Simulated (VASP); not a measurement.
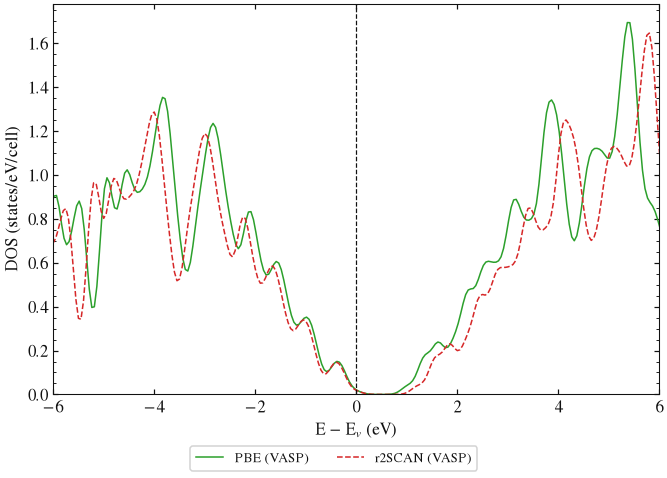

Total densities of states of BP, space group I-4m2, 2 atoms in the cell, zincblende type, biaxial (xy) strain −2.2%, by two methods on the same cell. The curves are built from the levels of the k mesh with Gaussians 0.3 eV wide, which also blur the band edges. Each is counted from its own valence-band top.

What changes from one method to the other?

PBE (VASP) gives a gap of 1.00 eV and r2SCAN (VASP) gives a gap of 1.20 eV. In the window shown, the tallest filled peak lies at −3.8 eV in PBE (VASP) and −4.0 eV in r2SCAN (VASP).

Settings. PBE (VASP): DFT, PBE, plane waves, PAW, 10×10×10 k mesh, 520 eV cutoff (VASP 6.6.1). r2SCAN (VASP): DFT, r2SCAN, plane waves, PAW, 10×10×10 k mesh, 520 eV cutoff (VASP).
